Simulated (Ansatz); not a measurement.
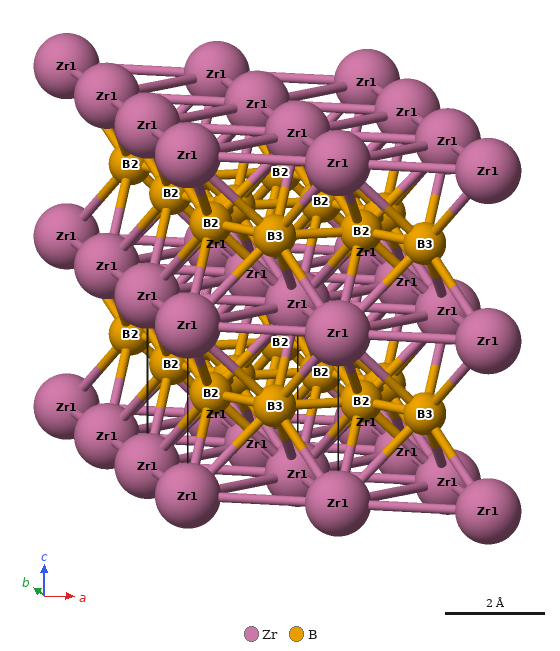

The starting point is a crystal of ZrB₂ (built on the AlB2 type). A ball-and-stick model of the cell of the calculation, repeated 2 × 3 × 2 with one cell outlined, seen slightly off an axis.

The calculation used Ansatz, DFT PBE, scalar-relativistic, plane waves, PAW. (plane-wave cutoff 420 eV; k-point mesh 12 × 12 × 10; occupations gaussian; smearing width 0.05 eV; no spin polarisation)

Change: The cell is strained by +1.5 % along [1 0 1], −1.5 % along [1 0 −1], none along the third axis (volume 0.0 %), the atoms keeping their fractional coordinates. No relaxation follows.

**Predict the response.**

It costs 7.0 meV per atom. Pressure: 0.0 GPa before, 0.3 GPa after. The principal stresses (compression positive) are 7.7 GPa along [1 0 −1], 0.1 GPa along [1 2 0], −7.0 GPa along [1 0 1]. The forces stay under 0.01 eV/Å. Both are metals. Some distances before and after: B–Zr 2.547 → 2.514 to 2.581 Å. The space group (tolerance 0.01 Å) goes from P6/mmm (No. 191) to C2/m (No. 12).

Drawn alike, the variant:

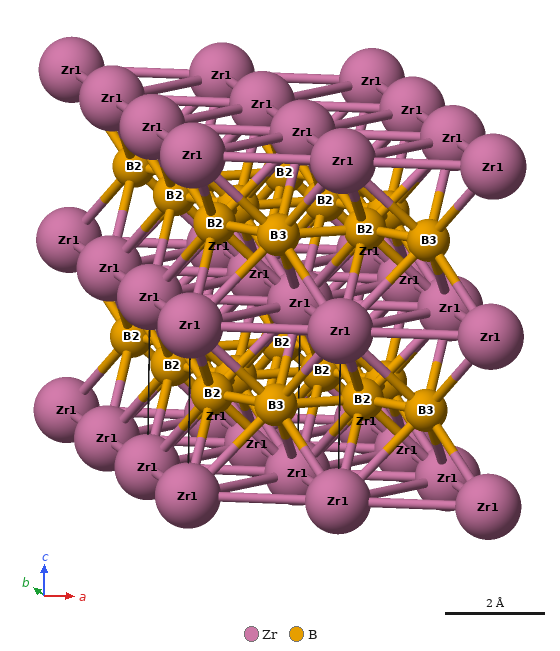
